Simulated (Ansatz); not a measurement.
AlCu$_{4}$: geometry relaxation (part 2 of 2)

The same run, continued: AlCu$_{4}$ (P2₁3, 20 atoms in the cell); DFT r2SCAN, scalar-relativistic, plane waves, PAW, no spin polarisation (Ansatz 0.2.0); cutoff 500 eV, 6×6×6 k-mesh, Gaussian smearing of 0.1 eV. The structure derives from a Materials Project entry. It belongs to a series of runs on one base structure; here: volume × 0.91, shape and atoms relaxed.

Geometry of the input (Å; fractional positions):
```
6.0528  0.0000  0.0000
0.0000  6.0528  0.0000
0.0000  0.0000  6.0528
Al 0.4396  0.9396  0.5604
Al 0.9396  0.5604  0.4396
Al 0.5604  0.4396  0.9396
Al 0.0604  0.0604  0.0604
Cu 0.8091  0.3091  0.1909
Cu 0.3091  0.1909  0.8091
Cu 0.1909  0.8091  0.3091
Cu 0.6909  0.6909  0.6909
Cu 0.0473  0.8752  0.7013
Cu 0.2987  0.5473  0.6248
Cu 0.3752  0.7987  0.9527
Cu 0.5473  0.6248  0.2987
Cu 0.7987  0.9527  0.3752
Cu 0.8752  0.7013  0.0473
Cu 0.9527  0.3752  0.7987
Cu 0.7013  0.0473  0.8752
Cu 0.6248  0.2987  0.5473
Cu 0.4527  0.1248  0.2013
Cu 0.2013  0.4527  0.1248
Cu 0.1248  0.2013  0.4527
```

Output, continued:
```
  k-point 1: bands = ["-100.5087", "-100.5087", "-100.5086", "-100.5086", "-99.9167", "-99.9122", "-99.9112", "-99.9110", "-99.9104", "-99.9103", "-99.9095", "-99.9074", "-99.9073", "-99.9066", "-99.9059", "-99.9059", "-56.3723", "-56.3720", "-56.3719", "-56.3714", "-56.3711", "-56.3711", "-56.3707", "-56.3706", "-56.2318", "-56.2312", "-56.2310", "-56.2309", "-55.8091", "-55.8082", "-55.8078", "-55.8046", "-55.7980", "-55.7976", "-55.7961", "-55.7956", "-55.7948", "-55.7825", "-55.7820", "-55.7820",
      "-55.7625", "-55.7613", "-55.7598", "-55.7551", "-55.7457", "-55.7430", "-55.7408", "-55.7348", "-55.7340", "-55.7326", "-55.7311", "-55.7310", "-55.6776", "-55.6763", "-55.6677", "-55.6655", "-55.6444", "-55.6435", "-55.6396", "-55.6304", "-55.6302", "-55.6246", "-55.6214", "-55.6192", "5.5811", "8.1650", "8.9757", "9.1995", "9.6985", "9.8729", "10.4073", "10.7576", "10.9959", "11.1782", "11.2730", "11.4574", "11.4746", "11.5470", "11.6231", "11.7576",
      "11.8570", "11.8729", "11.9430", "12.1666", "12.1850", "12.1982", "12.2847", "12.2894", "12.3340", "12.4074", "12.4353", "12.4555", "12.5095", "12.5211", "12.5644", "12.5954", "12.6116", "12.6832", "12.6935", "12.7082", "12.7767", "12.8406", "12.9360", "12.9723", "12.9886", "13.0609", "13.1399", "13.1693", "13.2190", "13.2715", "13.2976", "13.3235", "13.3259", "13.3997", "13.4748", "13.4974", "13.5027", "13.6243", "13.6330", "13.6695",
      "13.6716", "13.7098", "13.7353", "13.8448", "13.8693", "14.0106", "14.0156", "14.0437", "14.0623", "14.1133", "14.1249", "14.1358", "14.1832", "14.2060", "14.2267", "14.2325", "14.2515", "14.3293", "14.3543", "14.3547", "14.4564", "14.4867", "14.5164", "14.5377", "14.5430", "14.6903", "14.7352", "14.7774", "14.8344", "14.8435", "15.0334", "15.4040", "15.5861", "15.9146", "15.9237", "16.1381", "16.1647", "16.6034", "16.7474", "17.2211",
      "17.2235", "17.9285", "18.3826", "19.6614", "19.9129", "19.9800", "20.6188", "21.3987", "21.8122", "21.8385", "22.7637", "23.0583", "24.6453", "24.7049", "24.8300", "24.8484", "25.6852", "25.8230", "25.9423", "26.0959", "26.5099", "26.7462", "26.8978", "27.3565", "27.3898", "27.5614", "27.8810", "28.1181", "28.2278", "28.6012"]
  k-point 2: bands = ["-100.5087", "-100.5087", "-100.5086", "-100.5086", "-99.9161", "-99.9136", "-99.9113", "-99.9112", "-99.9101", "-99.9097", "-99.9091", "-99.9079", "-99.9072", "-99.9062", "-99.9061", "-99.9059", "-56.3723", "-56.3719", "-56.3718", "-56.3717", "-56.3712", "-56.3712", "-56.3705", "-56.3704", "-56.2317", "-56.2314", "-56.2310", "-56.2309", "-55.8096", "-55.8081", "-55.8074", "-55.8071", "-55.7974", "-55.7968", "-55.7962", "-55.7958", "-55.7908", "-55.7841", "-55.7822", "-55.7821",
      "-55.7625", "-55.7609", "-55.7587", "-55.7576", "-55.7467", "-55.7436", "-55.7384", "-55.7354", "-55.7346", "-55.7334", "-55.7305", "-55.7303", "-55.6798", "-55.6794", "-55.6616", "-55.6593", "-55.6484", "-55.6474", "-55.6371", "-55.6313", "-55.6299", "-55.6273", "-55.6203", "-55.6183", "5.9387", "7.2873", "9.1834", "9.3648", "9.9354", "9.9674", "10.3494", "10.8171", "10.8814", "10.9463", "11.1162", "11.2310", "11.4042", "11.5950", "11.6383", "11.7597",
      "11.9850", "12.0122", "12.0759", "12.1461", "12.1472", "12.1889", "12.2155", "12.2403", "12.2912", "12.3192", "12.3754", "12.4067", "12.5246", "12.5301", "12.5910", "12.6671", "12.7039", "12.7074", "12.7331", "12.7495", "12.7972", "12.8537", "12.9311", "13.0426", "13.0455", "13.0980", "13.1191", "13.1790", "13.1828", "13.2088", "13.2924", "13.3289", "13.3509", "13.3764", "13.4287", "13.4536", "13.4605", "13.6221", "13.6651", "13.6757",
      "13.7023", "13.7448", "13.8509", "13.8813", "13.9493", "13.9615", "13.9972", "14.0373", "14.0664", "14.1215", "14.1350", "14.1577", "14.1965", "14.2148", "14.2282", "14.2497", "14.2925", "14.2989", "14.3692", "14.3921", "14.4226", "14.4402", "14.5716", "14.5729", "14.5931", "14.6305", "14.7007", "14.7272", "14.7965", "14.8687", "15.0507", "15.1817", "15.4206", "15.4832", "15.7858", "16.1352", "16.1773", "16.5805", "16.7315", "17.9560",
      "17.9699", "18.4150", "18.8544", "18.9610", "20.0221", "20.3488", "20.7449", "20.8845", "22.7583", "22.9678", "23.1523", "23.7321", "23.9367", "24.0289", "24.1824", "24.3834", "24.9483", "25.1064", "25.3659", "25.4082", "25.7610", "26.1206", "26.5373", "26.6893", "27.2583", "27.4799", "27.5957", "27.6497", "28.1979", "28.5620"]
  k-point 23: bands = ["-100.5087", "-100.5087", "-100.5087", "-100.5087", "-99.9133", "-99.9133", "-99.9133", "-99.9133", "-99.9095", "-99.9095", "-99.9095", "-99.9095", "-99.9058", "-99.9058", "-99.9058", "-99.9058", "-56.3719", "-56.3719", "-56.3719", "-56.3719", "-56.3709", "-56.3709", "-56.3709", "-56.3709", "-56.2312", "-56.2312", "-56.2312", "-56.2312", "-55.8078", "-55.8078", "-55.8078", "-55.8078", "-55.7962", "-55.7962", "-55.7962", "-55.7962", "-55.7855", "-55.7855", "-55.7855", "-55.7855",
      "-55.7612", "-55.7612", "-55.7612", "-55.7612", "-55.7363", "-55.7363", "-55.7363", "-55.7363", "-55.7358", "-55.7358", "-55.7358", "-55.7358", "-55.6733", "-55.6733", "-55.6733", "-55.6733", "-55.6324", "-55.6324", "-55.6324", "-55.6324", "-55.6290", "-55.6290", "-55.6290", "-55.6290", "8.0315", "8.0315", "8.0315", "8.0315", "9.1330", "9.1330", "9.1330", "9.1330", "11.3810", "11.3810", "11.3810", "11.3810", "11.5768", "11.5768", "11.5768", "11.5768",
      "11.9666", "11.9666", "11.9666", "11.9666", "12.3204", "12.3204", "12.3204", "12.3204", "12.4160", "12.4160", "12.4160", "12.4160", "12.5960", "12.5960", "12.5960", "12.5960", "12.8348", "12.8348", "12.8348", "12.8348", "13.0540", "13.0540", "13.0540", "13.0540", "13.0709", "13.0709", "13.0709", "13.0709", "13.2888", "13.2888", "13.2888", "13.2888", "13.4719", "13.4719", "13.4719", "13.4719", "13.6539", "13.6539", "13.6539", "13.6539",
      "13.7709", "13.7709", "13.7709", "13.7709", "13.9161", "13.9161", "13.9161", "13.9161", "14.0472", "14.0472", "14.0472", "14.0472", "14.2160", "14.2160", "14.2160", "14.2160", "14.3030", "14.3030", "14.3030", "14.3030", "14.4577", "14.4577", "14.4577", "14.4577", "14.5876", "14.5876", "14.5876", "14.5876", "14.8284", "14.8284", "14.8284", "14.8284", "17.2567", "17.2567", "17.2567", "17.2567", "17.5814", "17.5814", "17.5814", "17.5814",
      "19.5702", "19.5702", "19.5702", "19.5702", "20.1278", "20.1278", "20.1278", "20.1278", "21.2715", "21.2715", "21.2715", "21.2715", "21.5975", "21.5975", "21.5975", "21.5975", "26.0160", "26.0160", "26.0160", "26.0160", "26.8116", "26.8116", "26.8116", "26.8116", "27.3067", "27.3067", "27.3067", "27.3067", "28.3125", "28.3125"]
--- Relaxed structure (2 steps of the walk, 2 accepted, 0 SCFs on fresh bases) ---
  F+E_penalty+E_count = -108262.90321597 eV   max|allowed force component| = 7.994e-3 eV/Å
  atoms:
    - { symbol: Al, position: [0.4396128447904667, 0.9396128447904668, 0.5603871552095332] }
    - { symbol: Al, position: [0.9396128447904668, 0.5603871552095332, 0.4396128447904667] }
    - { symbol: Al, position: [0.5603871552095332, 0.4396128447904667, 0.9396128447904668] }
    - { symbol: Al, position: [0.06038715520953325, 0.06038715520953325, 0.06038715520953325] }
    - { symbol: Cu, position: [0.8091247503499535, 0.3091247503499535, 0.19087524965004643] }
    - { symbol: Cu, position: [0.3091247503499535, 0.19087524965004643, 0.8091247503499535] }
    - { symbol: Cu, position: [0.19087524965004643, 0.8091247503499535, 0.3091247503499535] }
    - { symbol: Cu, position: [0.6908752496500464, 0.6908752496500464, 0.6908752496500464] }
    - { symbol: Cu, position: [0.04720345501777113, 0.8752152668196905, 0.7013907327319108] }
    - { symbol: Cu, position: [0.2986092672680893, 0.5472034550177711, 0.6247847331803095] }
    - { symbol: Cu, position: [0.37521526681969053, 0.7986092672680892, 0.952796544982229] }
    - { symbol: Cu, position: [0.5472034550177711, 0.6247847331803095, 0.2986092672680893] }
    - { symbol: Cu, position: [0.7986092672680892, 0.952796544982229, 0.37521526681969053] }
    - { symbol: Cu, position: [0.8752152668196905, 0.7013907327319108, 0.04720345501777113] }
    - { symbol: Cu, position: [0.952796544982229, 0.37521526681969053, 0.7986092672680892] }
    - { symbol: Cu, position: [0.7013907327319108, 0.04720345501777113, 0.8752152668196905] }
    - { symbol: Cu, position: [0.6247847331803095, 0.2986092672680893, 0.5472034550177711] }
    - { symbol: Cu, position: [0.4527965449822288, 0.12478473318030946, 0.2013907327319107] }
    - { symbol: Cu, position: [0.2013907327319107, 0.4527965449822288, 0.12478473318030946] }
    - { symbol: Cu, position: [0.12478473318030946, 0.2013907327319107, 0.4527965449822288] }
```

Trajectory as extended XYZ (Å, eV, eV/Å), 2 frames, from step=1 to step=2:
```
20
Lattice="6.0528 0.0000 0.0000 0.0000 6.0528 0.0000 0.0000 0.0000 6.0528" Properties=species:S:1:pos:R:3:forces:R:3 step=1 energy=-108262.90312
Al    2.6610    5.6874    3.3918    0.0022   0.0022  -0.0022
Al    5.6874    3.3918    2.6610    0.0022  -0.0022   0.0022
Al    3.3918    2.6610    5.6874   -0.0022   0.0022   0.0022
Al    0.3654    0.3654    0.3654   -0.0022  -0.0022  -0.0022
Cu    4.8971    1.8707    1.1557    0.0055   0.0055  -0.0055
Cu    1.8707    1.1557    4.8971    0.0055  -0.0055   0.0055
Cu    1.1557    4.8971    1.8707   -0.0055   0.0055   0.0055
Cu    4.1821    4.1821    4.1821   -0.0055  -0.0055  -0.0055
Cu    0.2860    5.2975    4.2449   -0.0064  -0.0013   0.0125
Cu    1.8079    3.3124    3.7816   -0.0125  -0.0064   0.0013
Cu    2.2712    4.8343    5.7667   -0.0013  -0.0125   0.0064
Cu    3.3124    3.7816    1.8079   -0.0064   0.0013  -0.0125
Cu    4.8343    5.7667    2.2712   -0.0125   0.0064  -0.0013
Cu    5.2975    4.2449    0.2860   -0.0013   0.0125  -0.0064
Cu    5.7667    2.2712    4.8343    0.0064  -0.0013  -0.0125
Cu    4.2449    0.2860    5.2975    0.0125  -0.0064  -0.0013
Cu    3.7816    1.8079    3.3124    0.0013  -0.0125  -0.0064
Cu    2.7403    0.7552    1.2185    0.0064   0.0013   0.0125
Cu    1.2185    2.7403    0.7552    0.0125   0.0064   0.0013
Cu    0.7552    1.2185    2.7403    0.0013   0.0125   0.0064
20
Lattice="6.0528 0.0000 0.0000 0.0000 6.0528 0.0000 0.0000 0.0000 6.0528" Properties=species:S:1:pos:R:3:forces:R:3 step=2 energy=-108262.90322
Al    2.6609    5.6873    3.3919    0.0010   0.0010  -0.0010
Al    5.6873    3.3919    2.6609    0.0010  -0.0010   0.0010
Al    3.3919    2.6609    5.6873   -0.0010   0.0010   0.0010
Al    0.3655    0.3655    0.3655   -0.0010  -0.0010  -0.0010
Cu    4.8974    1.8711    1.1553    0.0045   0.0045  -0.0045
Cu    1.8711    1.1553    4.8974    0.0045  -0.0045   0.0045
Cu    1.1553    4.8974    1.8711   -0.0045   0.0045   0.0045
Cu    4.1817    4.1817    4.1817   -0.0045  -0.0045  -0.0045
Cu    0.2857    5.2975    4.2454   -0.0042  -0.0009   0.0080
Cu    1.8074    3.3121    3.7817   -0.0080  -0.0042   0.0009
Cu    2.2711    4.8338    5.7671   -0.0009  -0.0080   0.0042
Cu    3.3121    3.7817    1.8074   -0.0042   0.0009  -0.0080
Cu    4.8338    5.7671    2.2711   -0.0080   0.0042  -0.0009
Cu    5.2975    4.2454    0.2857   -0.0009   0.0080  -0.0042
Cu    5.7671    2.2711    4.8338    0.0042  -0.0009  -0.0080
Cu    4.2454    0.2857    5.2975    0.0080  -0.0042  -0.0009
Cu    3.7817    1.8074    3.3121    0.0009  -0.0080  -0.0042
Cu    2.7407    0.7553    1.2190    0.0042   0.0009   0.0080
Cu    1.2190    2.7407    0.7553    0.0080   0.0042   0.0009
Cu    0.7553    1.2190    2.7407    0.0009   0.0080   0.0042
```

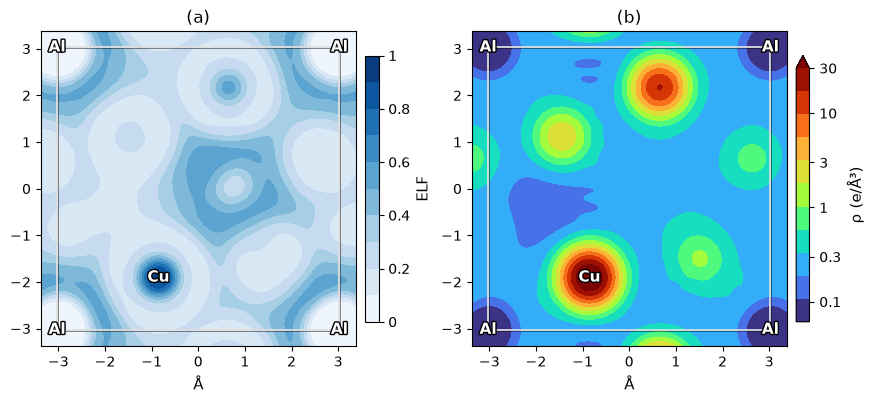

**Figure 1.** (a) ELF; (b) valence pseudo-density on the (010) plane of the conventional cell. The section cuts through Al and Cu sites. Al–Cu (2.45 Å): ρ at the midpoint is about 0.32 e/Å³; the ELF is about 0.40 at the midpoint, as expected for nearly free electrons, as in a simple metal. Away from the nuclei the density in this plane falls to 0.12 e/Å³ at its lowest. The strong features right at Cu lie inside the PAW spheres (semicore, d or f shells) and say nothing about bonding. In a PAW calculation such maps are meaningful between the atoms, not at the nuclei.

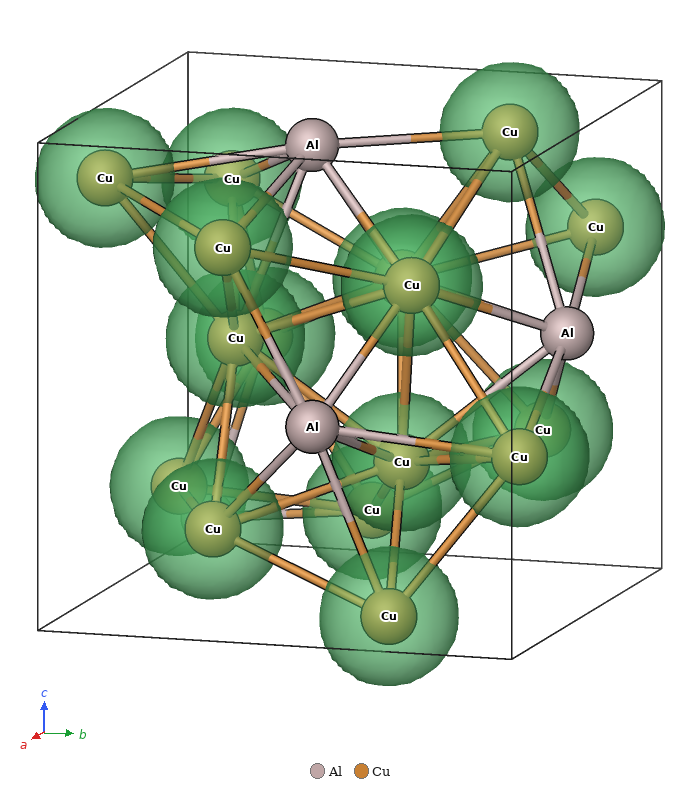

**Figure 2.** Isosurface of the valence charge density (pseudo) at 0.8 e/Å³ (green), seen slightly off an axis. Sticks mark near contacts. The outline is the cell set on symmetry axes. At this value the density breaks into separate islands; it holds about 80 % of the electrons treated as valence (semicore included). It is pinched off along the Al–Cu (2.28 Å), Cu–Cu (2.43 Å), Al–Cu (2.45 Å) and Cu–Cu (2.53 Å) contacts. On the grid the lowest density along these lines, outside the cores, is 0.32 e/Å³ (Al–Cu, 2.28 Å), 0.35 e/Å³ (Cu–Cu, 2.43 Å), 0.27 e/Å³ (Al–Cu, 2.45 Å) and 0.28 e/Å³ (Cu–Cu, 2.53 Å).

Results in brief:

```json
{"quantity": "outcome", "value": "converged"}
{"quantity": "space group (tolerance 0.01 Å)", "value": "P2₁3 (198)"}
{"quantity": "electrons treated", "value": "316"}
{"quantity": "free energy", "value": "−108262.9032 eV"}
{"quantity": "Fermi energy", "value": "16.842 eV"}
{"quantity": "gap on the k-point mesh", "value": "none (metallic)"}
{"quantity": "pressure", "value": "17.11 GPa"}
{"quantity": "final volume", "value": "221.75 Å³"}
{"quantity": "largest force (length of the vector) at the end", "value": "0.009 eV/Å"}
{"quantity": "final cell", "value": "a = 6.053 Å, b = 6.053 Å, c = 6.053 Å, α = 90.00°, β = 90.00°, γ = 90.00°"}
{"quantity": "wall time", "value": "1.8 min (CPU time 6.8 min)"}
{"quantity": "peak memory", "value": "2.5 GiB"}
```

Notes:

The program warns: the SCF threshold is looser than advised for the printed stress. The cell is under a pressure of 17.1 GPa at this level, so it is not at its equilibrium volume.
